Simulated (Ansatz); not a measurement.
## Energy of C along a strain of the cell

System: C (P-1, 2 atoms in the cell).
Method: DFT LDA, scalar-relativistic, plane waves, PAW, no spin polarisation (Ansatz 0.2.0).

The 6 runs differ only in the geometry, by a strain of the cell at fixed fractional positions. Against run 3, the strain is εxx = −0.01 η, εxy = η and εyy = −0.01 η. The structure derives from a Materials Project entry.

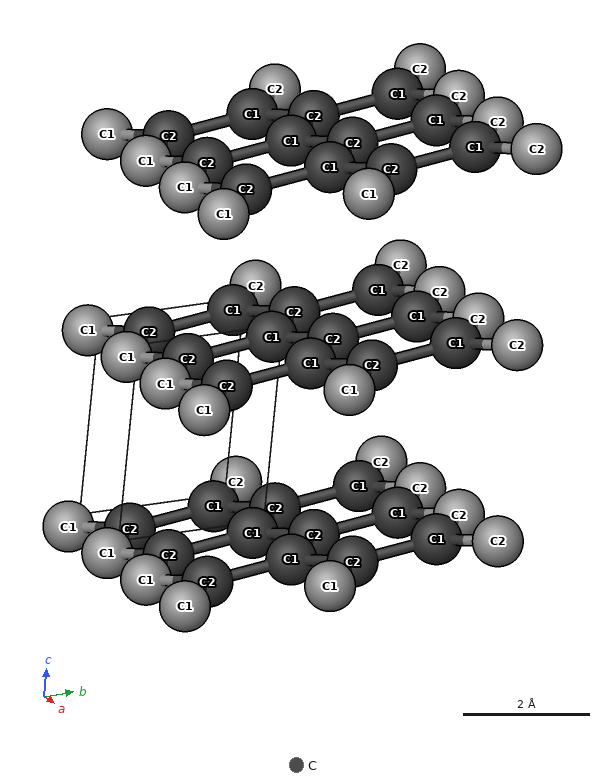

Figure 1. The structure of run 3 (ball-and-stick view of the reduced cell, repeated 3 × 2 × 2, seen slightly off an axis; neighbours outside the cell are drawn fainter; atoms are numbered from 1 in the order of the input). An atom can appear more than once, as a periodic image.

**Input of run 3**
```yaml
crystal:
  lattice:
    - [2.108130029, -1.2065543098, -0.0115975247]
    - [2.1264665398, 1.238313784, -0.0115975247]
    - [-1.3916690928, -0.0104375182, 3.3373019203]
  atoms:
    - { symbol: C, position: [0.8333830096, 0.8333830096, 0.0001497828] }
    - { symbol: C, position: [0.1666169904, 0.1666169904, 0.9998502172] }
basis:
  ecutwfc: 420
kpoints:
  mp_grid: { grid: [14, 14, 8] }
hamiltonian:
  xc: lda
scf:
  occupations: { method: gaussian, width: 0.05 }
output:
  forces: true
  stress: true
  eigenvalues: true
```

Command:
```bash
ansatz run input.yaml --threads 1 --pin off --max-ram 2560MiB --backend cpu --events-out ev --progress --plain --runs-dir out
```

Run 4 differs from it as follows:
```diff
-    - [2.108130029, -1.2065543098, -0.0115975247]
-    - [2.1264665398, 1.238313784, -0.0115975247]
-    - [-1.3916690928, -0.0104375182, 3.3373019203]
+    - [2.1020178588, -1.1959678183, -0.0115975247]
+    - [2.13257871, 1.2489002755, -0.0115975247]
+    - [-1.3916690928, -0.0173958637, 3.3373019203]
```

**Results, with one run withheld**

```tsv
run	strain parameter η (%)	free energy per atom, from the lowest run given (meV)	pressure (GPa)	gap on the mesh (eV)
1	−0.5000	0.00	0.01	0.60
2	−0.2500	0.96	0.03	0.53
3	0.0000	2.56	0.08	0.47
4	0.5000	?	?	?
5	0.7500	11.21	0.33	0.29
6	1.0001	15.37	0.45	0.24
```

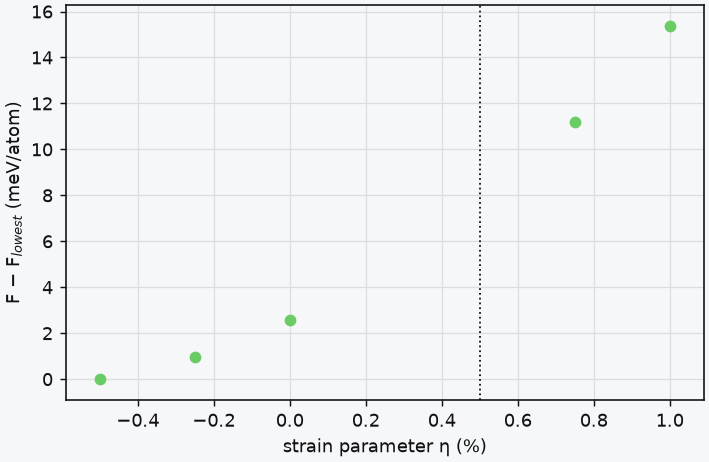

Figure 2. Free energy per atom of the runs given; the dotted line marks run 4.

Fit the runs given and predict run 4.

A cubic polynomial in the coordinate, fitted to the 5 runs given, misses them by under 0.01 meV per atom. With x = η − 0.2000, it reads F = 4.3044 + 9.7428 x + 5.1226 x² − 0.017003 x³ (meV per atom). At run 4 it gives 7.69 meV per atom, and the run itself gives 7.69. The fit has no minimum inside this range. The gap on the mesh goes, without turning, from 0.60 eV in run 1 to 0.24 eV in run 6; run 4 has 0.35 eV. These are gaps of this functional on this mesh, which can miss the band edges; they aren't the measured gap.

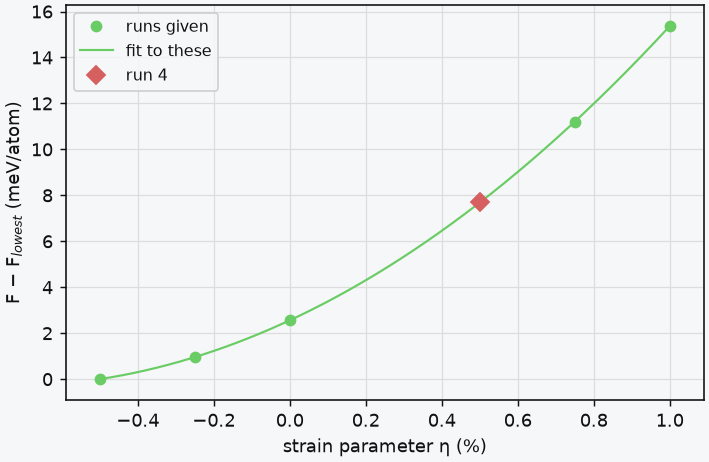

Figure 3. The fit and the withheld run.

**Output, shortened to warnings, some set-up lines, iterations and results (run 4)**
```
Basis set: ecut = 420 eV, 323 PW (Γ)
Symmetry: 2 space group operations
k-points: 788 of 1568
Initial density: superposition of atomic densities (neutral atoms: chi_scale 0, normalization atom), corrected by the library's trained network
[...]
SCF iter   1: F=—  HF=-485.951531 eV  |F-HF|=—  |Δ(HF+E_count)|=         —  Δρ=5.87e-3  dr2=2.08e-3  ethr=1.77e-3  ⟨swp⟩=4.1  Hψ=40719  notcnv=0
SCF iter   2: F=—  HF=-485.951501 eV  |F-HF|=—  |Δ(HF+E_count)|=   3.07e-5  Δρ=2.84e-3  dr2=4.87e-4  ethr=2.61e-5  ⟨swp⟩=1.7  Hψ=13418  notcnv=0
SCF iter   3: F=—  HF=-485.951421 eV  |F-HF|=—  |Δ(HF+E_count)|=   7.93e-5  Δρ=1.88e-4  dr2=7.68e-6  ethr=6.09e-6  ⟨swp⟩=1.0  Hψ=6304  notcnv=0
SCF iter   4: F=—  HF=-485.951418 eV  |F-HF|=—  |Δ(HF+E_count)|=   3.17e-6  Δρ=7.30e-5  dr2=1.24e-6  ethr=9.60e-8  ⟨swp⟩=2.2  Hψ=9204  notcnv=0
SCF iter   5: F=-485.951418 eV  HF=-485.951418 eV  |F-HF|=6.87e-9  |Δ(HF+E_count)|=   5.51e-7  Δρ=9.10e-6  dr2=1.12e-8  ethr=1.55e-8  ⟨swp⟩=2.3  Hψ=9254  notcnv=0
SCF iter   6: F=-485.951418 eV  HF=-485.951418 eV  |F-HF|=6.81e-10  |Δ(HF+E_count)|=   4.18e-9  Δρ=2.86e-6  dr2=1.02e-9  ethr=1.41e-10  ⟨swp⟩=2.2  Hψ=20983  notcnv=0
SCF 1 converged in 6 iterations: F = -485.951418 eV  dr2 = 1.02e-9
SCF converged after 6 iterations
Free energy (F): -485.951418 eV
Harris-Foulkes:  -485.951418 eV  (|F-HF|=6.81e-10)
Internal energy: -485.951418 eV  (E = F + TS)
E sigma→0 (E₀):  -485.951418 eV
Fermi energy:    7.037829 eV
--- Per-component energies (eV) ---
  E_band       = -17.322651
  E_kinetic    = 183.110856
  E_local      = -306.597884  (includes V_loc(G=0)·N_el)
  E_nonlocal   = 57.159289
  E_hartree    = 91.545314
  E_xc         = -95.362912
  E_vxc        = -118.576366  (∫ρ·V_xc dr)
  E_paw        = -183.929923  (= ΣΔE_a)
  E_vpaw       = -15.508725  (= ΣTr[D̂ρ^β])
  E_aug_tail   = 0.000019  (compensation charges beyond the density's cutoff)
  E_ewald      = -232.001841
  E_core_change = 0.125665  (= ΣΔE_core)
  E_smearing   = -0.000000  (= −TS)
  E_closure    = 0.000000  (closes the sum)
  Σ components = -485.951418   (vs F -485.951418, Δ=0.00e0)
--- Forces (eV/Å), atoms counted from 1 ---
  atom   1  C      0.02415160    -0.34348955     0.00027587
  atom   2  C     -0.02415160     0.34348955    -0.00027587
  max |Σ_I F_I| component: 0.00e0 eV/Å
--- Stress (GPa, compression-positive) ---
        0.284375     -11.910369      -0.002257
      -11.910369       0.415448       0.060600
       -0.002257       0.060600      -0.014197
  P = ⅓ Tr σ = 0.2285 GPa (2.285 kbar)
```
